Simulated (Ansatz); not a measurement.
# Geometry relaxation of Co (part 2 of 2)

The same run, continued: Co (P6₃/mmc, 2 atoms in the cell); DFT PBEsol, scalar-relativistic, plane waves, PAW, spin-polarised (Ansatz 0.2.0); cutoff 420 eV, 18×18×10 k-mesh, Gaussian smearing of 0.1 eV, collinear spins. The structure derives from a Materials Project entry.

Geometry of the input (Å; fractional positions):
```
2.4572  0.0000  0.0000
-1.2286  2.1280  0.0000
0.0000  0.0000  3.9632
Co 0.6667  0.3333  0.2500
Co 0.3333  0.6667  0.7500
```

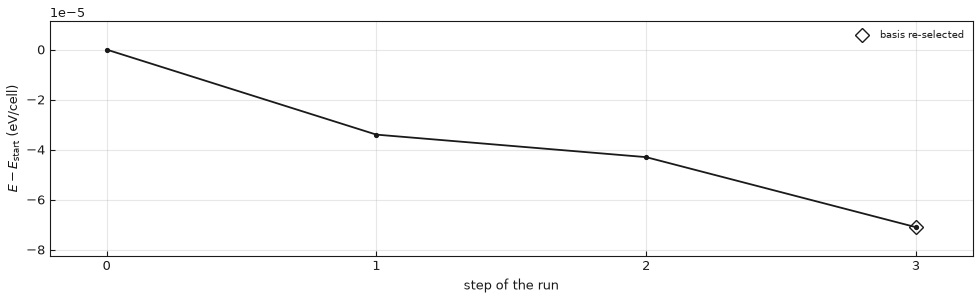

**Figure 1.** Progress of the relaxation, step by step (the first geometry is step 0 here and step 1 in the log). After 2 geometry steps the energy has fallen by next to nothing (0.0 meV per cell of the calculation). Largest force component: 0.001 eV/Å at the start, 0.00041 eV/Å at the end. The pressure goes from 0.23 to 0.01 GPa. The atoms keep their places relative to the cell (all moves are under 0.005 Å). The volume changes by +0.1 %, with a = b 2.457 → 2.456 Å (0.0 %), c 3.963 → 3.969 Å (+0.2 %). The space group stays P6_3/mmc (No. 194). A last SCF at the same geometry on a re-selected plane-wave basis shifts the energy by next to nothing (0.0 meV per cell of the calculation). (Atoms are counted from 1 in the order of the input.)

```
basis re-selected at this cell: Δ(F+E_penalty+E_count) = -2.777e-5 eV, ΔP = +0.004 GPa vs the last step (what re-selecting the basis moved, of the pressure what is left beyond the Pulay correction that the steps carried, after the strain that the cell walked since its last selection, with what the two solves' SCF thresholds leave and, on support functions, any second-order correction that the steps lacked; it is no measure of the basis error at this ecutwfc). This SCF's stress stands 1.49e-2 GPa from its target on what of the cell is left free (relax.cell.stress_tol is 5.00e-2 GPa) and its largest allowed force component is 4.14e-4 eV/Å (relax.f_tol is 5.00e-3 eV/Å): within both
SCF converged after 7 iterations
Magnetization: 3.1468 μB (18.5734 up, 15.4266 down)
Absolute magnetization: 3.4292 μB (∫|ρ↑−ρ↓|, with the PAW one-centre terms)
Spin contamination: 0.0463 ħ² per cell (⟨S²⟩ above its minimum at these occupations)
Per-site moments (μB) at R_I (Å): [(1.6387309386716462, 1.0062201803286646), (1.6387309386716462, 1.0062201803286646)]
Free energy (F): -10185.990878 eV
Harris-Foulkes:  -10185.990878 eV  (|F-HF|=5.46e-12)
Internal energy: -10185.982629 eV  (E = F + TS)
E sigma→0 (E₀):  -10185.986754 eV
Entropy (-TS):   -0.008249 eV (-4.124 meV/atom)
Fermi energy:    19.538658 eV
--- Per-component energies (eV) ---
  E_band       = -457.762624
  E_kinetic    = 910.171165
  E_local      = -5534.735682  (includes V_loc(G=0)·N_el)
  E_nonlocal   = 911.004227
  E_hartree    = 2320.032912
  E_xc         = -316.456416
  E_vxc        = -410.300560  (∫ρ·V_xc dr)
  E_paw        = -2965.119056  (= ΣΔE_a)
  E_vpaw       = -973.967901  (= ΣTr[D̂ρ^β])
  E_aug_tail   = 0.000118  (compensation charges beyond the density's cutoff)
  E_ewald      = -5511.256735
  E_core_change = 0.376838  (= ΣΔE_core)
  E_smearing   = -0.008249  (= −TS)
  E_closure    = 0.000000  (closes the sum)
  Σ components = -10185.990878   (vs F -10185.990878, Δ=0.00e0)
--- Forces (eV/Å), atoms counted from 1 ---
  atom   1  Co    -0.00000000    -0.00000000    -0.00041445
  atom   2  Co     0.00000000     0.00000000     0.00041445
  max |Σ_I F_I| component: 0.00e0 eV/Å
--- Stress (GPa, compression-positive) ---
        0.013485       0.000000      -0.000000
       -0.000000       0.013485       0.000000
       -0.000000       0.000000       0.014900
  P = ⅓ Tr σ = 0.0140 GPa (0.140 kbar)
--- Band table (eV; the first three rows and the last of 660) ---
  k-point 0 ↑: bands = ["-76.2234", "-76.1526", "-39.7853", "-39.4520", "-39.4520", "-39.3953", "-39.3953", "-39.3917", "10.1978", "14.1271", "16.8750", "16.8934", "16.8934", "17.2377", "17.2377", "17.6173", "17.6173", "18.8213", "18.8213", "19.2959", "26.2513", "41.6127", "44.4519"]
  k-point 1 ↑: bands = ["-76.2216", "-76.1543", "-39.7758", "-39.4506", "-39.4506", "-39.4015", "-39.3967", "-39.3967", "10.3028", "14.1067", "16.8458", "16.8621", "16.8621", "17.2070", "17.2070", "17.6880", "17.6880", "18.8162", "18.8162", "18.8929", "26.8553", "41.5701", "44.3336"]
  k-point 2 ↑: bands = ["-76.2166", "-76.1594", "-39.7483", "-39.4466", "-39.4466", "-39.4299", "-39.4007", "-39.4007", "10.6131", "14.0145", "16.7649", "16.8041", "16.8041", "17.1251", "17.1251", "17.8601", "17.8601", "18.0240", "18.7936", "18.7936", "28.3539", "41.3026", "42.6712"]
  k-point 329 ↓: bands = ["-74.1445", "-74.1445", "-37.7712", "-37.7712", "-37.6834", "-37.6834", "-37.5118", "-37.5118", "16.7380", "16.7383", "16.8150", "16.8150", "17.6628", "17.6628", "19.3240", "19.3243", "20.6925", "20.6925", "26.1075", "26.1075", "27.8581", "27.8582", "30.1719"]
--- Relaxed structure (3 steps of the walk, 3 accepted, 1 SCFs on fresh bases) ---
  F+E_penalty+E_count = -10185.99087803 eV   max|allowed force component| = 4.145e-4 eV/Å   (the final SCF, on the basis selected at the relaxed cell)
  cell:  # Å, volume = 20.7428 Å³
    - [2.4564188983843738, 2.885787803589192e-11, -5.692336621054811e-20]
    - [-1.2282094492171785, 2.127321168322624, 1.138467324234098e-19]
    - [-9.180935491331438e-20, 1.590184673199778e-19, 3.969471100240736]
  atoms:
    - { symbol: Co, position: [0.6666666666666666, 0.33333333333333337, 0.2500068658516956] }
    - { symbol: Co, position: [0.33333333333333337, 0.6666666666666667, 0.7499931341483046] }
--- Löwdin populations: 2 sites ---
  site symbol       q [e]    m [muB]
     0     Co     16.7819     1.6320
     1     Co     16.7819     1.6320
  spilling = 0.012828 (of n_electrons = 34.000000)
```

**Trajectory as extended XYZ (Å, eV, eV/Å), 4 frames, from step=1 to step=4**
```
2
Lattice="2.4572 0.0000 0.0000 -1.2286 2.1280 0.0000 0.0000 0.0000 3.9632" Properties=species:S:1:pos:R:3:forces:R:3 step=1 energy=-10185.99081 pressure_GPa=0.23
Co    1.2286    0.7093    0.9909    0.0000   0.0000  -0.0010
Co    0.0000    1.4187    2.9723    0.0000   0.0000   0.0010
2
Lattice="2.4570 0.0000 0.0000 -1.2285 2.1278 0.0000 0.0000 0.0000 3.9659" Properties=species:S:1:pos:R:3:forces:R:3 step=2 energy=-10185.99084 pressure_GPa=0.12
Co    1.2285    0.7093    0.9915    0.0000   0.0000  -0.0006
Co    0.0000    1.4185    2.9744    0.0000   0.0000   0.0006
2
Lattice="2.4564 0.0000 0.0000 -1.2282 2.1273 0.0000 0.0000 0.0000 3.9695" Properties=species:S:1:pos:R:3:forces:R:3 step=3 energy=-10185.99085 pressure_GPa=0.01
Co    1.2282    0.7091    0.9924    0.0000   0.0000  -0.0004
Co    0.0000    1.4182    2.9771    0.0000   0.0000   0.0004
2
Lattice="2.4564 0.0000 0.0000 -1.2282 2.1273 0.0000 0.0000 0.0000 3.9695" Properties=species:S:1:pos:R:3:forces:R:3 step=4 energy=-10185.99088 pressure_GPa=0.01
Co    1.2282    0.7091    0.9924    0.0000   0.0000  -0.0004
Co    0.0000    1.4182    2.9771    0.0000   0.0000   0.0004
```

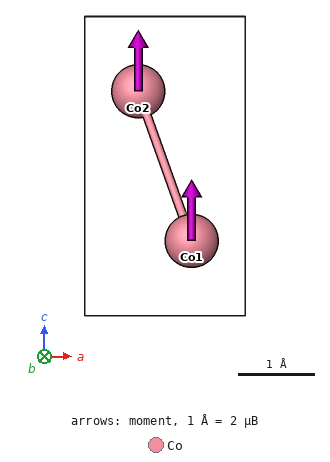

**Figure 2.** Magnetic moments of the sites as pink arrows (ball-and-stick view of the cell of the calculation, along the b axis; atoms are numbered from 1 in the order of the input); small moments hardly show. The run is collinear, so the axis drawn is arbitrary. Site moments: Co1, Co2 (1.64 μB). They are counted near the atoms and needn't add up to the moment of the cell.

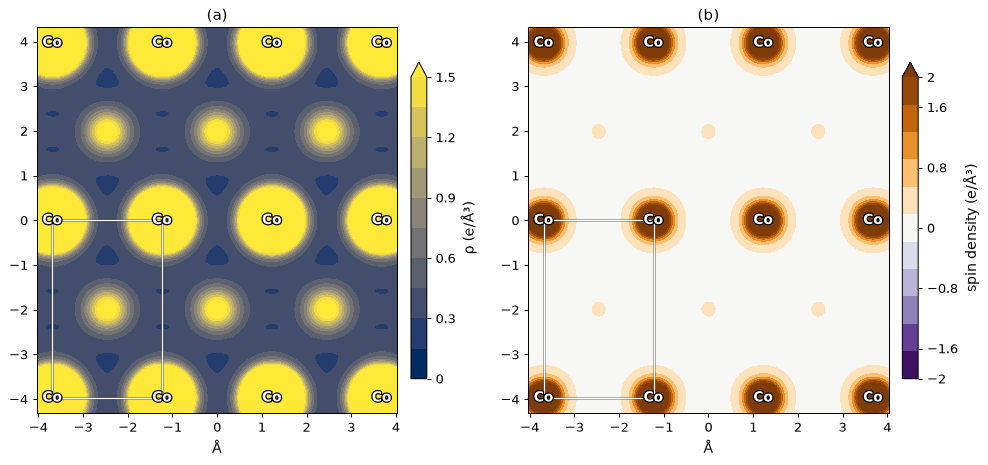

**Figure 3.** (a) valence charge density (pseudo); (b) spin density on the (100) plane of the conventional cell. Co–Co (2.46 Å): ρ is about 0.38 e/Å³ halfway. Away from the nuclei the density in this plane falls to 0.28 e/Å³ at its lowest. The cell of the calculation (2 atoms) carries 3.1 μB net. Core electrons are frozen (PAW), so the fields are smoothed inside the atomic spheres.

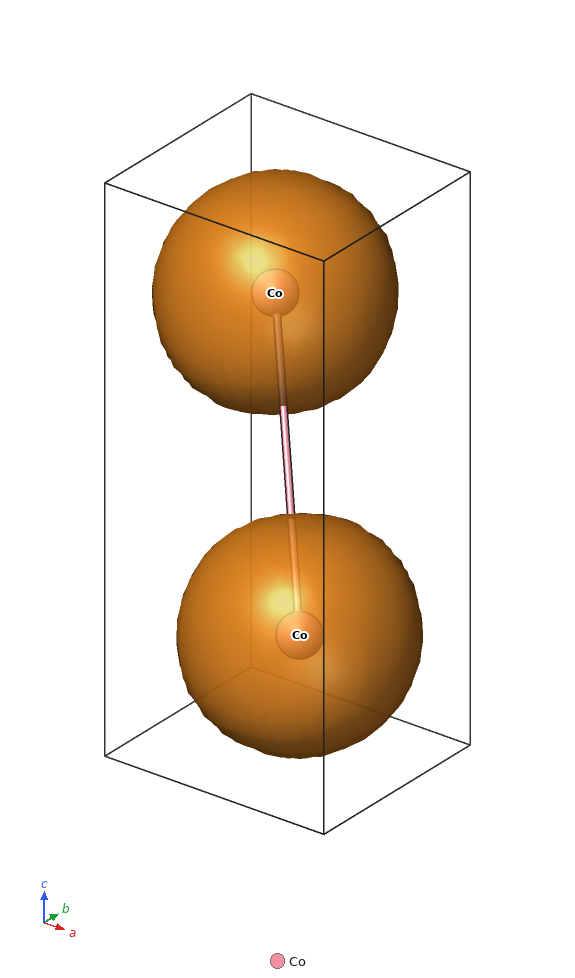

**Figure 4.** Isosurfaces of the spin density at +0.1 (orange) and −0.1 e/Å³ (purple), seen slightly off an axis. Sticks mark near contacts. The outline is the cell set on symmetry axes. The cell of the calculation (2 atoms) carries 3.1 μB net. Only one sign reaches the isovalue.

**Key numbers**

| quantity | value |
| --- | --- |
| outcome | converged |
| space group (tolerance 0.01 Å) | P6₃/mmc (194) |
| electrons treated | 34 |
| free energy | −10185.9909 eV |
| Fermi energy | 19.539 eV |
| gap on the k-point mesh | none (metallic) |
| net moment of the cell | 3.15 μB |
| integrated absolute moment | 3.43 μB |
| pressure | 0.01 GPa |
| final volume | 20.74 Å³ |
| largest force (length of the vector) at the end | under 0.001 eV/Å |
| final cell | a = 2.456 Å, b = 2.456 Å, c = 3.969 Å, α = 90.00°, β = 90.00°, γ = 120.00° |
| wall time | 1.7 min (CPU time 3 min) |
| peak memory | 0.57 GiB |
